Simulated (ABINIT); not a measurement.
**Run report: ZnCu₃, positron calculation (part 2 of 2)**

The same run, continued: ZnCu₃ (4 atoms in the cell); Kohn-Sham DFT of a periodic cell, LDA, JTH PAW LDA v2.0, no spin polarisation (ABINIT 10.8.3); cutoff 707.5 eV, 8×8×8 k-mesh, fermi-dirac of 0.2 eV. The structure derives from a Materials Project entry.

Geometry of the input (Å; fractional positions):
```
1.2834  0.7410  8.3776
-1.2834  0.7410  8.3776
0.0000  -1.4820  8.3776
Zn 0.0000  0.0000  0.0000
Cu 0.7515  0.7515  0.7515
Cu 0.5000  0.5000  0.5000
Cu 0.2485  0.2485  0.2485
```

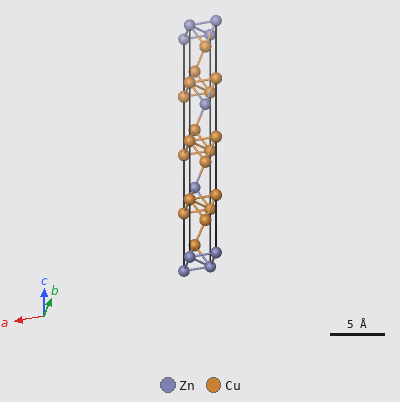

Fig. 1: The structure as given in the input (ball-and-stick view of the cell 3 times as large as that of the calculation, set on its symmetry axes, seen at an oblique angle). An atom can appear more than once, as a periodic image.

The program's output, continued:
```
 cartesian forces (eV/Angstrom) at end:
    1     -0.00000000000000    -0.00000000000000    -0.00000000000000
    2     -0.00000000000000    -0.00000000000000     0.08810850697035
    3     -0.00000000000000    -0.00000000000000    -0.00000000000000
    4      0.00000000000000     0.00000000000000    -0.08810850697035
 frms,max,avg= 3.5970147E-02 8.8108507E-02   0.000E+00  0.000E+00  0.000E+00 e/A
 length scales= 16.077243058200 16.077243058200 16.077243058200 bohr
              =  8.507710634776  8.507710634776  8.507710634776 angstroms
 Fermi (or HOMO) energy (hartree) =   0.32141   Average Vxc (hartree)=  -0.44381
 Eigenvalues (hartree) for nkpt=  65  k points:
 kpt#   1, nband= 42, wtk=  0.00195, kpt=  0.0000  0.0000  0.0000 (reduced coord)
  -3.79516   -3.79515   -3.78619   -2.24627   -2.24603   -2.24283   -2.24283   -2.24283
  -2.24283   -2.23636   -2.23411   -2.23411   -0.06923   -0.00261    0.02684    0.02684
   0.03781    0.04367    0.04954    0.04954    0.13974    0.18560    0.20444    0.20444
   0.20451    0.20720    0.20720    0.21032    0.21032    0.23345    0.23345    0.23453
   0.23453    0.25231    0.25231    0.25728    0.41160    0.73891    0.73955    1.04628
   1.04628    1.06440
      occupation numbers for kpt#   1
   2.00000    2.00000    2.00000    2.00000    2.00000    2.00000    2.00000    2.00000
   2.00000    2.00000    2.00000    2.00000    2.00000    2.00000    2.00000    2.00000
   2.00000    2.00000    2.00000    2.00000    2.00000    2.00000    2.00000    2.00000
   2.00000    2.00000    2.00000    2.00000    2.00000    1.99999    1.99999    1.99999
   1.99999    1.99983    1.99983    1.99968    0.00001    0.00000    0.00000    0.00000
   0.00000    0.00000
 prteigrs : prtvol=0 or 1, do not print more k-points.

--- !EnergyTerms
iteration_state     : {dtset: 1, }
comment             : Components of total free energy in Hartree
kinetic             :  3.97893494131689E+01
hartree             :  1.53885669302144E+02
xc                  : -1.00785130422164E+01
Ewald energy        : -3.91967485454662E+02
psp_core            :  2.48861832633498E+01
local_psp           : -3.95502589971223E+02
PAW spherical_terms : -7.98462568249510E+01
internal            : -6.58833643314390E+02
'-kT*entropy'       : -6.04311684085932E-03
total_energy        : -6.58839686431231E+02
total_energy_eV     : -1.79279411816612E+04
...

--- !EnergyTermsDC
iteration_state     : {dtset: 1, }
comment             : '"Double-counting" decomposition of free energy'
band_energy         : -5.57742152040369E+01
Ewald energy        : -3.91967485454662E+02
psp_core            :  2.48861832633498E+01
xc_dc               : -1.51024307074090E+02
PAW spherical_terms : -8.49538186149942E+01
internal            : -6.58833643084433E+02
'-kT*entropy'       : -6.04311684085932E-03
total_energy_dc     : -6.58839686201274E+02
total_energy_dc_eV  : -1.79279411754038E+04
...

--- !EnergyTermsWithPAWCore
iteration_state     : {dtset: 1, }
comment             : 'Components of total free energy, including PAW core contributions'
Total energy        : -6.75070676067652E+03
Total energy DC     : -6.75070676044656E+03
Total energy (eV)   : -1.83696089098124E+05
Total energy DC (eV): -1.83696089091867E+05
...

 Cartesian components of stress tensor (hartree/bohr^3)
  sigma(1 1)=  2.29943222E-04  sigma(3 2)=  0.00000000E+00
  sigma(2 2)=  2.29943185E-04  sigma(3 1)=  0.00000000E+00
  sigma(3 3)=  2.82281895E-04  sigma(2 1)=  0.00000000E+00

-Cartesian components of stress tensor (GPa)         [Pressure= -7.2784E+00 GPa]
- sigma(1 1)=  6.76516317E+00  sigma(3 2)=  0.00000000E+00
- sigma(2 2)=  6.76516206E+00  sigma(3 1)=  0.00000000E+00
- sigma(3 3)=  8.30502008E+00  sigma(2 1)=  0.00000000E+00

================================================================================
== DATASET  2 ==================================================================

--- !DatasetInfo
iteration_state: {dtset: 2, }
dimensions: {natom: 4, nkpt: 1, mband: 1, nsppol: 1, nspinor: 1, nspden: 1, mpw: 1033, }
cutoff_energies: {ecut:  26.0, pawecutdg:  48.0, }
electrons: {nelect:   1.00000000E+00, charge:   0.00000000E+00, occopt:   2.00000000E+00, tsmear:   1.00000000E-02, }
meta: {optdriver: 0, ionmov: 0, optcell: 0, iscf: 17, paral_kgb: 0, }
...

 mkfilename : getden/=0, take file _DEN from output of DATASET   1.

 Exchange-correlation functional for the present dataset will be:
  LDA: Perdew-Wang 92 LSD fit to Ceperley-Alder data - ixc=7
  J.P.Perdew and Y.Wang, PRB 45, 13244 (1992)

 Real(R)+Recip(G) space primitive vectors, cartesian coordinates (Bohr,Bohr^-1):
 R(1)=  2.4253463  1.4002743 15.8314457  G(1)=  0.2061561  0.1190243  0.0210551
 R(2)= -2.4253463  1.4002743 15.8314457  G(2)= -0.2061561  0.1190243  0.0210551
 R(3)=  0.0000000 -2.8005487 15.8314457  G(3)=  0.0000000 -0.2380486  0.0210551
 Unit cell volume ucvol=  3.2259580E+02 bohr^3
 Angles (23,13,12)=  1.73530560E+01  1.73530560E+01  1.73530560E+01 degrees

 Coarse grid specifications (used for wave-functions):

 getcut: wavevector=  0.0000  0.0000  0.0000  ngfft=  75  75  75
         ecut(hartree)=     26.000   => boxcut(ratio)=   2.00635

 Fine grid specifications (used for densities):

 getcut: wavevector=  0.0000  0.0000  0.0000  ngfft= 108 108 108
         ecut(hartree)=     48.000   => boxcut(ratio)=   2.15507

--- Pseudopotential description ------------------------------------------------
- pspini: atom type   1  psp file is ./Zn.LDA_PW-JTH.xml
 Pseudopotential format is: paw10
 basis_size (lnmax)=  6 (lmn_size= 18), orbitals=   0   0   1   1   2   2
 Spheres core radius: rc_sph= 2.30769763
 Shapefunction is SIN type: shapef(r)=[sin(pi*r/rshp)/(pi*r/rshp)]**2
 Radius for shape functions =  1.80965103
 Compensation charge density is not taken into account in XC energy/potential

- pspini: atom type   2  psp file is ./Cu.LDA_PW-JTH.xml
 Pseudopotential format is: paw10
 basis_size (lnmax)=  6 (lmn_size= 18), orbitals=   0   0   1   1   2   2
 Spheres core radius: rc_sph= 2.00090475
 Shapefunction is SIN type: shapef(r)=[sin(pi*r/rshp)/(pi*r/rshp)]**2
 Radius for shape functions =  1.80603571
 Compensation charge density is not taken into account in XC energy/potential

--------------------------------------------------------------------------------

================================================================================

--- !BeginCycle
iteration_state: {dtset: 2, }
solver: {iscf: 17, nstep: 80, nline: 10, wfoptalg: 10, }
tolerances: {toldfe: 1.00E-07, }
...

     iter   Etot(hartree)      deltaE(h)  residm     nres2
 ETOT  1  -658.53977457834    -6.585E+02 2.073E+01 1.008E+01
 ETOT  2  -659.21069169847    -6.709E-01 3.408E+00 1.456E+01
 ETOT  3  -659.31057636462    -9.988E-02 1.482E-01 8.477E+00
 ETOT  4  -659.31313026326    -2.554E-03 1.925E-03 4.541E+00
 ETOT  5  -659.31336060219    -2.303E-04 1.689E-04 2.693E+00
 ETOT  6  -659.31339175147    -3.115E-05 1.839E-05 1.615E+00
 ETOT  7  -659.31338455128     7.200E-06 1.868E-06 7.045E-02
 ETOT  8  -659.31338485364    -3.024E-07 2.285E-07 1.163E-02
 ETOT  9  -659.31338488939    -3.575E-08 2.556E-08 2.771E-04
 ETOT 10  -659.31338489393    -4.540E-09 3.140E-09 9.822E-05

 At SCF step   10, etot is converged :
  for the second time, diff in etot=  4.540E-09 < toldfe=  1.000E-07

--- !ResultsGS
iteration_state: {dtset: 2, }
comment   : Summary of ground state results
lattice_vectors:
- [  2.4253463,   1.4002743,  15.8314457, ]
- [ -2.4253463,   1.4002743,  15.8314457, ]
- [  0.0000000,  -2.8005487,  15.8314457, ]
lattice_lengths: [  16.07724,   16.07724,   16.07724, ]
lattice_angles: [ 17.353,  17.353,  17.353, ] # degrees, (23, 13, 12)
lattice_volume:   3.2259580E+02
convergence: {deltae: -4.540E-09, res2:  9.822E-05, residm:  3.140E-09, diffor:  0.000E+00, }
etotal    :  -6.59313385E+02
entropy   :   0.00000000E+00
fermie    :  -4.73698692E-01
cartesian_stress_tensor: null
pressure_GPa: null
xred      :
- [  0.0000E+00,   0.0000E+00,   0.0000E+00, Zn]
- [  7.5150E-01,   7.5150E-01,   7.5150E-01, Cu]
- [  5.0000E-01,   5.0000E-01,   5.0000E-01, Cu]
- [  2.4850E-01,   2.4850E-01,   2.4850E-01, Cu]
cartesian_forces: null
force_length_stats: {min: null, max: null, mean: null, }
...

 Integrated electronic density in atomic spheres:
 ------------------------------------------------
 Atom  Sphere_radius  Integrated_density
    1        2.30770          0.01404195
    2        2.00090          0.06365824
    3        2.00090          0.12633591
    4        2.00090          0.06365824

--------------------------------------------------------------------------------
 Results for electron-positron annihilation:

2 computations of positron lifetime have been performed (with different enhancement factors).

########## Lifetime computation 1

 # Zero-positron density limit of Arponen and Pajanne provided by Boronski & Nieminen
   Ref.: Boronski and R.M. Nieminen, Phys. Rev. B 34, 3820 (1986)
 # Enhancement factor of Boronski & Nieminen
   Ref.: Boronski and R.M. Nieminen, Phys. Rev. B 34, 3820 (1986)

 Positron lifetime                         (ps)   =  1.08899991E+02
 Positron lifetime with IPM for core elec. (ps)   =  1.09037976E+02
 Annihilation rate                         (ns-1) =  9.18273721E+00
 Annihilation rate with IPM for core elec. (ns-1) =  9.17111670E+00

 Annihilation rate core/valence decomposition:
   Core    contribution to ann.rate          (ns-1) =  6.17389274E-02
   Valence contribution to ann.rate          (ns-1) =  9.12099828E+00
   Core    contribution to ann.rate with IPM (ns-1) =  4.64359386E-02
   Valence contribution to ann.rate with IPM (ns-1) =  9.12468076E+00

 Annihilation rate PAW decomposition:
   Plane-wave contribution to ann.rate          (ns-1) =  8.24584419E+00
   Plane-wave valence contribution to ann.rate  (ns-1) =  8.22668983E+00
   On-site core contribution to ann.rate        (ns-1) =  4.25845661E-02
   On-site valence contribution to ann.rate     (ns-1) =  8.94308457E-01
   Plane-wave contribution to ann.rate with IPM (ns-1) =  8.23859890E+00
   Plane-wave core contrb. to ann.rate with IPM (ns-1) =  8.32219923E-03

########## Lifetime computation 2

 # Zero-positron density limit of Arponen and Pajanne provided by Boronski & Nieminen
   Ref.: Boronski and R.M. Nieminen, Phys. Rev. B 34, 3820 (1986)
 # Enhancement factor of Boronski & Nieminen IN THE RPA LIMIT
   Ref.: Boronski and R.M. Nieminen, Phys. Rev. B 34, 3820 (1986)

 Positron lifetime                         (ps)   =  1.03883499E+02
 Positron lifetime with IPM for core elec. (ps)   =  1.04008972E+02
 Annihilation rate                         (ns-1) =  9.62616783E+00
 Annihilation rate with IPM for core elec. (ns-1) =  9.61455516E+00

 Annihilation rate core/valence decomposition:
   Core    contribution to ann.rate          (ns-1) =  6.17670380E-02
   Valence contribution to ann.rate          (ns-1) =  9.56440079E+00
   Core    contribution to ann.rate with IPM (ns-1) =  4.64359386E-02
   Valence contribution to ann.rate with IPM (ns-1) =  9.56811922E+00

 Annihilation rate PAW decomposition:
   Plane-wave contribution to ann.rate          (ns-1) =  8.69110714E+00
   Plane-wave valence contribution to ann.rate  (ns-1) =  8.67190188E+00
   On-site core contribution to ann.rate        (ns-1) =  4.25617762E-02
   On-site valence contribution to ann.rate     (ns-1) =  8.92498910E-01
   Plane-wave contribution to ann.rate with IPM (ns-1) =  8.68387160E+00
   Plane-wave core contrb. to ann.rate with IPM (ns-1) =  8.32219923E-03

      (*) IPM=Independent particle Model

================================================================================

 ----iterations are completed or convergence reached----

 Mean square residual over all n,k,spin=   31.401E-10; max=  31.401E-10
 reduced coordinates (array xred) for    4 atoms
       0.000000000000      0.000000000000      0.000000000000
       0.751503480000      0.751503480000      0.751503480000
       0.500000000000      0.500000000000      0.500000000000
       0.248496520000      0.248496520000      0.248496520000
 rms dE/dt=  0.0000E+00; max dE/dt=  0.0000E+00; dE/dt below (all hartree)
    1       0.000000000000      0.000000000000      0.000000000000
    2       0.000000000000      0.000000000000      0.000000000000
    3       0.000000000000      0.000000000000      0.000000000000
    4       0.000000000000      0.000000000000      0.000000000000

 cartesian coordinates (angstrom) at end:
    1      0.00000000000000     0.00000000000000     0.00000000000000
    2     -0.00000000000000     0.00000000000000    18.88747740756378
    3      0.00000000000000     0.00000000000000    12.56646037591455
    4      0.00000000000000    -0.00000000000000     6.24544334426531
 length scales= 16.077243058200 16.077243058200 16.077243058200 bohr
              =  8.507710634776  8.507710634776  8.507710634776 angstroms
 Fermi (or HOMO) energy (hartree) =  -0.47370   Average Vxc (hartree)=  -0.35617
 Eigenvalues (hartree) for nkpt=   1  k points:
 kpt#   1, nband=  1, wtk=  1.00000, kpt=  0.0000  0.0000  0.0000 (reduced coord)
  -0.47370

--- !EnergyTerms
iteration_state     : {dtset: 2, }
comment             : Components of total free energy in Hartree
kinetic             :  8.01433095154255E-02
local_psp           :  9.80590433009883E-01
PAW spherical_terms :  4.31137638597404E-02
positronic          :  1.10384750638505E+00
electronic          : -6.58839686201274E+02
electron_positron_interaction: -1.57782893254412E+00
total_energy        : -6.59313667627433E+02
total_energy_eV     : -1.79408388670644E+04
...

--- !EnergyTermsDC
iteration_state     : {dtset: 2, }
comment             : '"Double-counting" decomposition of free energy'
band_energy         : -4.73698692347092E-01
PAW spherical_terms :  0.00000000000000E+00
electron_positron_dc:  1.57782893223715E+00
positronic          :  1.10413023989011E+00
electronic          : -6.58839686201274E+02
electron_positron_interaction: -1.57782893254412E+00
total_energy_dc     : -6.59313384893928E+02
total_energy_dc_eV  : -1.79408311734938E+04
...

== END DATASET(S) ==============================================================
================================================================================

 -outvars: echo values of variables after computation  --------
            acell      1.6077243058E+01  1.6077243058E+01  1.6077243058E+01 Bohr
           etotal1    -6.5883968620E+02
           etotal2    -6.5931338489E+02
            fcart1    -0.0000000000E+00 -0.0000000000E+00 -0.0000000000E+00
                      -1.6733200793E-18 -1.1961733975E-18  1.7134376589E-03
                      -0.0000000000E+00 -0.0000000000E+00 -0.0000000000E+00
                       1.6733200793E-18  1.1961733975E-18 -1.7134376589E-03
            fcart2     9.9999999999E+99  9.9999999999E+99  9.9999999999E+99
                       9.9999999999E+99  9.9999999999E+99  9.9999999999E+99
                       9.9999999999E+99  9.9999999999E+99  9.9999999999E+99
                       9.9999999999E+99  9.9999999999E+99  9.9999999999E+99
            rprim      1.5085585740E-01  8.7096669900E-02  9.8471147060E-01
                      -1.5085585740E-01  8.7096669900E-02  9.8471147060E-01
                       0.0000000000E+00 -1.7419333980E-01  9.8471147060E-01
           strten1     2.2994322245E-04  2.2994318465E-04  2.8228189484E-04
                       0.0000000000E+00  0.0000000000E+00  0.0000000000E+00
           strten2     9.9999999999E+99  9.9999999999E+99  9.9999999999E+99
                       9.9999999999E+99  9.9999999999E+99  9.9999999999E+99
           xangst      0.0000000000E+00  0.0000000000E+00  0.0000000000E+00
                      -4.4713047239E-17  5.4826928048E-17  1.8887477408E+01
                       0.0000000000E+00  0.0000000000E+00  1.2566460376E+01
                       9.0904872723E-18 -1.3693538867E-17  6.2454433443E+00
             xred      0.0000000000E+00  0.0000000000E+00  0.0000000000E+00
                       7.5150348000E-01  7.5150348000E-01  7.5150348000E-01
                       5.0000000000E-01  5.0000000000E-01  5.0000000000E-01
                       2.4849652000E-01  2.4849652000E-01  2.4849652000E-01
 Calculation completed.
```

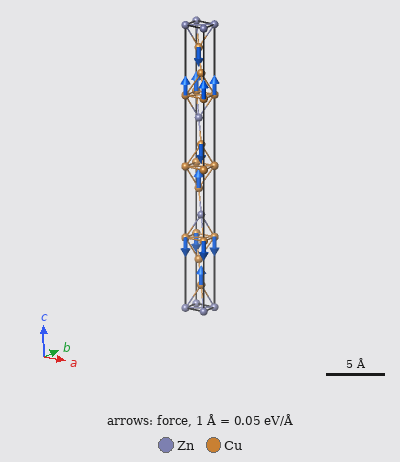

Fig. 2: Forces on the atoms as blue arrows (ball-and-stick view of the cell 3 times as large as that of the calculation, set on its symmetry axes, seen slightly off an axis). The largest act on Cu2, Cu4 (0.09 eV/Å). Atoms are counted from 1 in the order of the input and aren't labelled in the picture. The geometry is not a stationary point of this energy.

Results in brief:

```tsv
quantity	value
outcome	converged
space group (tolerance 0.01 Å)	R-3m (166)
electrons treated	69
free energy	−17927.9412 eV
positron lifetime (one of the program's estimates)	103.9 ps
Fermi energy	8.746 eV
gap on the k-point mesh	none (metallic)
pressure	−7.28 GPa
largest force (length of the vector)	0.088 eV/Å
wall time	31 min
peak memory	0.77 GiB
```

Remarks:

Points of doubt noted for this run: PAW basis incomplete for positron. The cell is under a tension of 7.3 GPa at this level, so it is not at its equilibrium volume.
